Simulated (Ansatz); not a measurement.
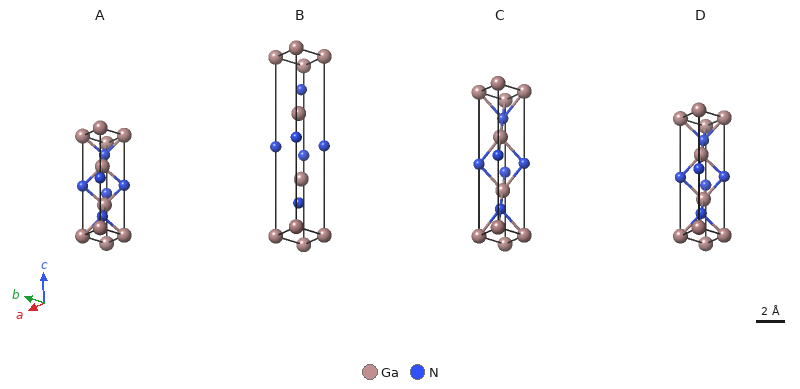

4 geometries from one relaxation of crystalline GaN (a generated structure, set up in R-3m) (coarse preliminary run), in shuffled order. Style: ball-and-stick. Shown: the conventional cell (3 times the calculation's cell), from a free direction. Lengths and directions refer to the drawn axes.

Method: DFT PBE, scalar-relativistic, plane waves, PAW in Ansatz. (plane-wave cutoff 420 eV; k-point mesh 6 × 6 × 6; occupations gaussian; smearing width 0.1 eV; collinear spin; cell and atoms relaxed; force threshold 0.04 eV/Å; at most 70 steps)

Question: Put them in the order of the run, from the start to the converged end.

Answer: B, C, D, A. They are steps 0, 4, 7, 12, at +2276 meV per atom, +1430 meV per atom, +418 meV per atom relative to the last. The energy falls by 2276 meV per atom in 11 accepted moves (12 points after the start). All forces vanish by symmetry, so only the cell relaxes. The pressure goes from −8.51 to −0.36 GPa. The SCF was repeated once at an unchanged geometry on a basis and grid sized afresh for the cell, which shifted the energy by 4.1 meV per atom at most. No atom moves by more than 0.005 Å relative to the cell. The volume changes by −58.7 %, with a = b 3.514 → 3.019 Å (−14.1 %), c 13.225 → 7.395 Å (−44.1 %). Among the contacts that change: Ga–N 2.996 → 2.135 Å. New bonds form: Ga–N (3.00 → 2.13 Å). The space group (tolerance 0.01 Å) goes from R-3m (No. 166) to Fm-3m (No. 225). The program noted that the starting moments weren't kept. Cost: 46 s on 1 thread of Arm Neoverse V2 (shared host), peak memory 0.34 GiB.
